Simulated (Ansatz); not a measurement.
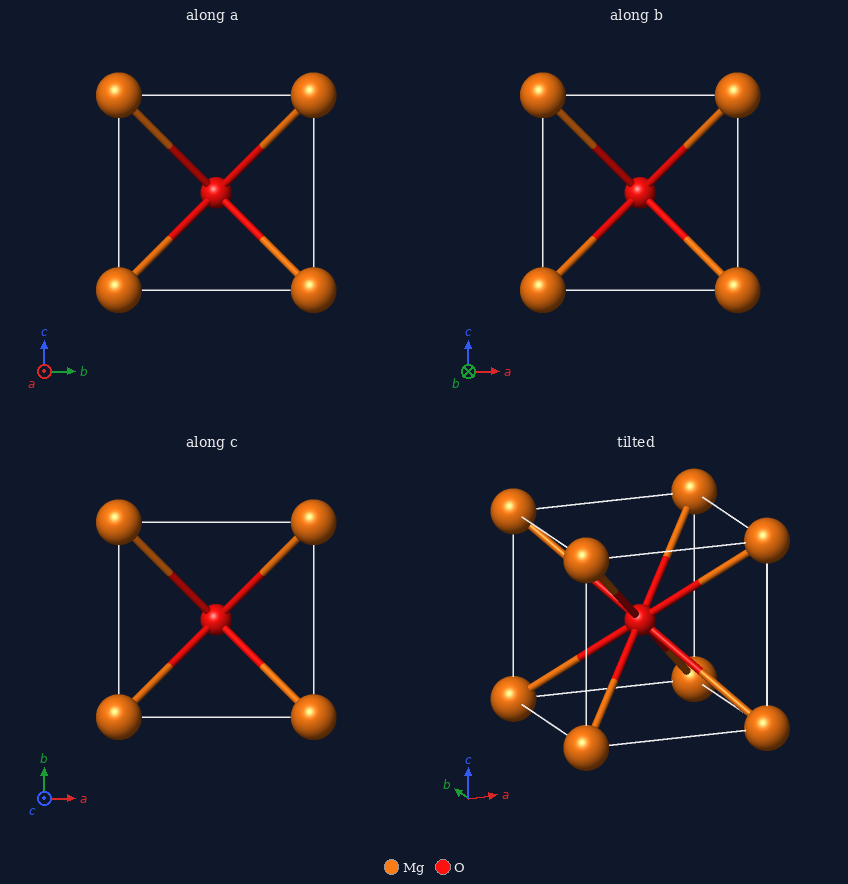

Figure: ball-and-stick view along the a axis, along the b axis, along the c axis and slightly off an axis. The lines enclose the conventional unit cell; boundary atoms appear with their images.

Lattice parameters: a = 2.7808 Å, b = 2.7808 Å, c = 2.7808 Å, α = 90.000°, β = 90.000°, γ = 90.000°.

Question: Turn the picture into a CIF in P1 with every atom of the cell.

Answer:
```cif
data_structure
_symmetry_space_group_name_H-M 'P 1'
_symmetry_Int_Tables_number 1
_cell_length_a 2.7808
_cell_length_b 2.7808
_cell_length_c 2.7808
_cell_angle_alpha 90.000
_cell_angle_beta 90.000
_cell_angle_gamma 90.000
_cell_volume 21.50
loop_
_atom_site_label
_atom_site_type_symbol
_atom_site_fract_x
_atom_site_fract_y
_atom_site_fract_z
_atom_site_occupancy
Mg1 Mg 0.0000 0.0000 0.0000 1
O1 O 0.5000 0.5000 0.5000 1
```

Starting structure: a structure type filled with these elements by a generator (whether the compound takes this form wasn't checked). The cell was then strained or its atoms displaced on purpose. It was run through Ansatz as a DFT input.

At this level of theory the cell isn't at rest (stretched, at -19 GPa), so its distances can differ from those at equilibrium, the more so the softer the solid.
